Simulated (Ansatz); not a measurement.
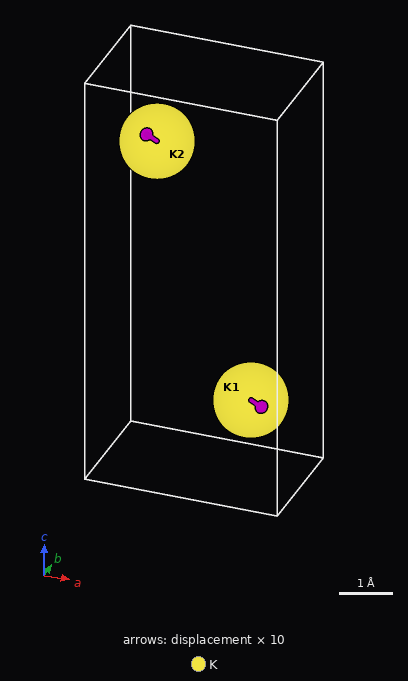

This is a relaxation of a crystal of K (set up in Cmcm). The starting structure is drawn; purple arrows show the displacements (the part carried along by the change of the cell is left out), magnified 10 times.

A ball-and-stick model of the cell of the calculation, seen slightly off an axis.

Computed with Ansatz 0.2.0, DFT PBEsol, scalar-relativistic, plane waves, PAW.

The input:
```yaml
crystal:
  lattice:
    - [2.43796235, -4.04761045, 0.0]
    - [2.43796235, 4.04761045, 0.0]
    - [0.0, 0.0, 7.81179801]
  atoms:
    - { symbol: K, position: [0.82061302, 0.17938698, 0.25] }
    - { symbol: K, position: [0.17938698, 0.82061302, 0.75] }
basis:
  ecutwfc: 420
kpoints:
  mp_grid: { grid: [10, 10, 6] }
hamiltonian:
  xc: pbesol
scf:
  occupations: { method: gaussian, width: 0.1 }
output:
  forces: true
  stress: true
  eigenvalues: true
relax:
  adjacent_minimum: "off"
  f_tol: 0.005
  max_steps: 80
  cell: { stress_tol: 0.05 }
```

> What happened in the run?

After 6 accepted moves (7 points after the start) the energy has fallen by 11.0 meV per cell of the calculation. Largest force component: 0.0019 eV/Å at the start, under 0.0001 eV/Å at the end. Pressure: −0.26 GPa at the start and 0.00 GPa at the end. At 1 point the geometry stayed and the basis and grid were re-selected for the new cell (energy shift of less than 0.05 meV per cell of the calculation at most each time). The largest moves relative to the cell, 0.083 Å, are those of K1 and K2. K1 goes along [1 −1 0]. The volume changes by −7.7 %, with a = b 4.725 → 4.660 Å (−1.4 %), c 7.812 → 7.528 Å (−3.6 %), γ 117.9° → 119.5°. The space group stays Cmcm (No. 63).
